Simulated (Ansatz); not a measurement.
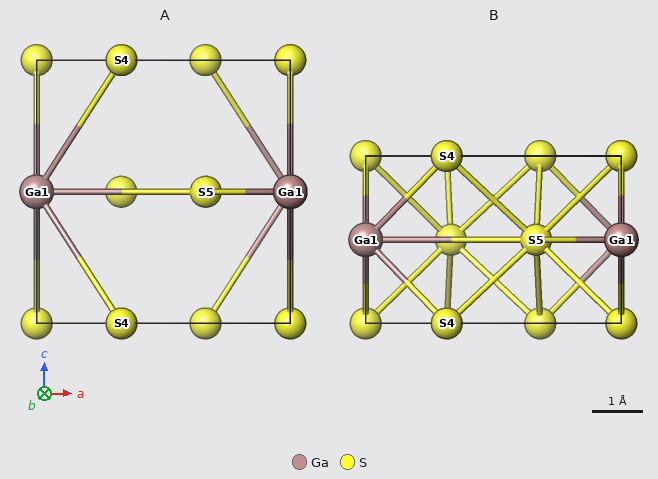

Two geometries of a crystal of GaS$_{5}$ (a generated structure, set up in P-62m) (coarse preliminary run), drawn at one scale. One is the start of a relaxation, the other its converged end. The picture is a ball-and-stick view of the cell of the calculation, seen along the b axis.

These are results of DFT PBE, scalar-relativistic, plane waves, PAW (Ansatz), not measurements. Settings: plane-wave cutoff 420 eV; k-point mesh 3 × 3 × 4; occupations gaussian; smearing width 0.1 eV; no spin polarisation; cell and atoms relaxed; force threshold 0.04 eV/Å; at most 70 steps.

Q: Which of the two is the end point?

A: Structure B is the relaxed one. The largest moves relative to the cell, 0.10 Å, are those of S atoms. Ga stays in place. The drawn cell changes as follows: a = b 5.958 → 6.006 Å (+0.8 %), c 5.357 → 3.406 Å (−36.4 %); the volume changes by −35.4 %. Among the contacts that change: Ga–S 3.339 → 2.555 Å, S–S 3.332 → 2.667 Å, Ga–S 3.440 → 3.467 Å, S–S 3.440 → 3.467 Å. The space group stays P-62m (No. 189). After 11 accepted moves (12 points after the start) the energy has fallen by 951 meV per atom. Largest force component: 0.23 eV/Å at the start, 0.0081 eV/Å at the end. The pressure goes from −10.45 to −0.07 GPa. The SCF was repeated once at an unchanged geometry on a basis and grid sized afresh for the cell, which shifted the energy by 0.3 meV per atom at most. Cost: 110 s on 1 thread of Intel(R) Xeon(R) Processor @ 2.50GHz (Skylake/Cascade Lake) (shared host), peak memory 0.39 GiB.

Limits of the set-up: layers or molecules are held without a dispersion correction, so their spacing is unreliable.
